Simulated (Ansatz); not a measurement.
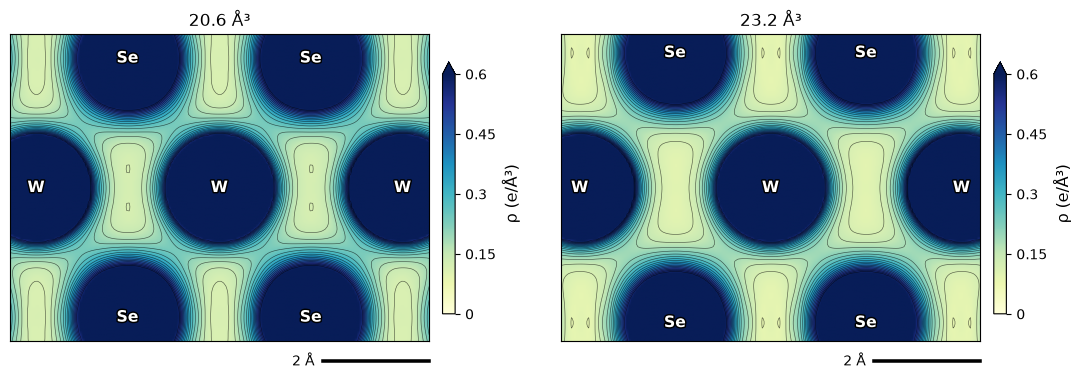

WSe. The valence charge density (pseudo) of cells scaled evenly to different volumes (given per atom above each panel), on the (011) plane of each (indices in the axes of the cell below), at one length scale and on one colour scale.

Started from the CsCl (B2) prototype, which need not be the ambient phase; Hubbard U of 6.2 eV on W d only; spin-polarised.

The calculation used DFT PBE+U, scalar-relativistic, plane waves, PAW in Ansatz.

In a PAW calculation such maps are meaningful between the atoms, not at the nuclei.

The largest cell:

```xyz
2
Lattice="3.5954 0.0000 0.0000 0.0000 3.5954 0.0000 0.0000 0.0000 3.5954" Properties=species:S:1:pos:R:3 pbc="T T T"
W     0.0000    0.0000    0.0000
Se    1.7977    1.7977    1.7977
```

| volume (Å³/atom) | W–Se contact in the plane (Å) | ρ at its midpoint (e/Å³) | pressure (GPa) | largest moment (μB) | 
| --- | --- | --- | --- | --- |
| 20.56 | 2.989 | 0.236 | 7.3 | 3.42 | 
| 22.34 | 3.073 | ? | ? | ? | 
| 23.24 | 3.114 | 0.192 | −2.5 | 3.62 | 

### What values belong in the row with question marks?

Over the known rows ln ρ falls by 1.65 per Å of W–Se distance (the line through the two), which gives 0.205 e/Å³ at 3.073 Å; the calculation gives 0.205 e/Å³. For the pressure, a straight line in volume between the neighbouring rows gives 0.8 GPa; the calculation gives 0.0, lower because pressure rises ever faster on compression. For the largest moment, a straight line in volume between the neighbouring rows gives 3.55 μB; the calculation gives 3.56.
